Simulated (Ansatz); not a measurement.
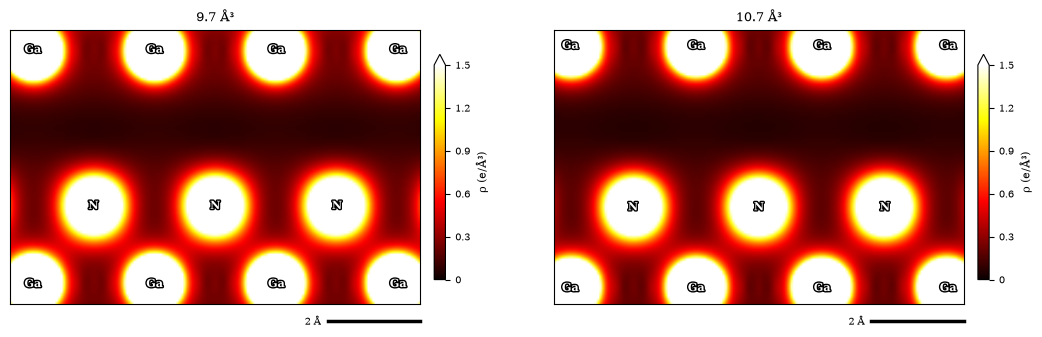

GaN. The valence charge density (pseudo) of cells scaled evenly to different volumes (given per atom above each panel), on the (110) plane of each (indices in the axes of the cell below), at one length scale and on one colour scale.

A generated structure, not necessarily the stable one.

Computed with Kohn-Sham DFT of a periodic cell, PBE, Ansatz PAW in Ansatz 0.2.0.

In a PAW calculation such maps are meaningful between the atoms, not at the nuclei.

The largest cell:

```
CELL_PARAMETERS angstrom
3.01986 0.00000 0.00000
-1.50993 2.61528 0.00000
0.00000 0.00000 2.71868
ATOMIC_POSITIONS crystal
Ga 0.66667 0.33333 0.50000
N 0.00000 0.00000 0.00000
```

| volume (Å³/atom) | Ga–N contact in the plane (Å) | ρ at its midpoint (e/Å³) | pressure (GPa) | 
| --- | --- | --- | --- |
| 9.70 | 2.138 | 0.500 | 12.3 | 
| 10.12 | 2.167 | ? | ? | 
| 10.74 | 2.211 | 0.435 | −6.2 | 

What values belong in the row with question marks?

Answer. Over the known rows ln ρ falls by 1.91 per Å of Ga–N distance (the line through the two), which gives 0.473 e/Å³ at 2.167 Å; the calculation gives 0.472 e/Å³. For the pressure, a straight line in volume between the neighbouring rows gives 4.8 GPa; the calculation gives 3.6, lower because pressure rises ever faster on compression.
